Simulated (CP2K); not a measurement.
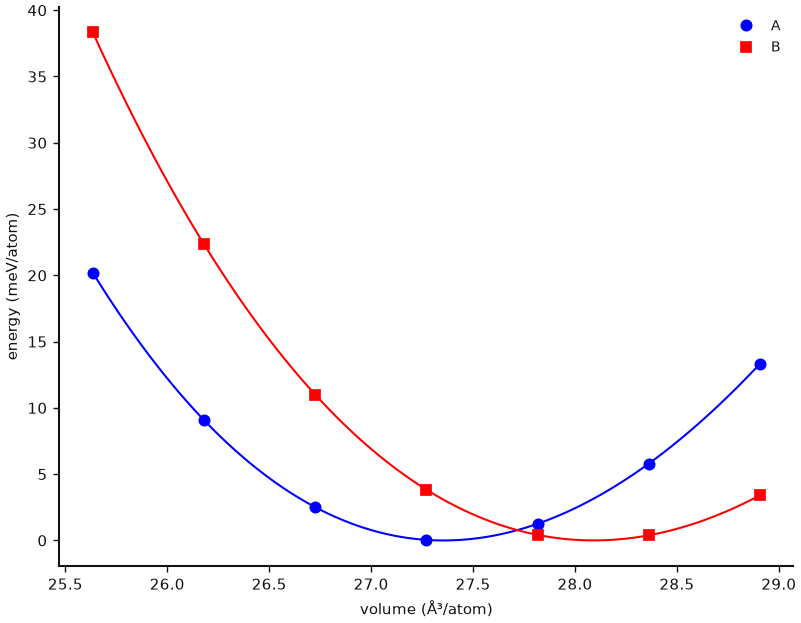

The figure shows the energy against volume, with one curve for each functional, for SnSe (space group Fm-3m). The labels are replaced by letters. In alphabetical order the cases are: PBE; PBEsol.

Calculation (CP2K 2026.2): DFT in Gaussian orbitals with a plane-wave density, no spin polarisation; energies at scaled volumes of the given cell, shape and fractions fixed, counted from the fit's minimum, third-order Birch-Murnaghan fit. All runs: no spin polarisation.

k mesh 8×8×8; occupations Fermi–Dirac; smearing width 0.05 eV; potentials GTH PBE with UZH TZVP basis; density cutoff 6123 eV.

Question: Which letter stands for which functional?

Answer: A: PBEsol; B: PBE.
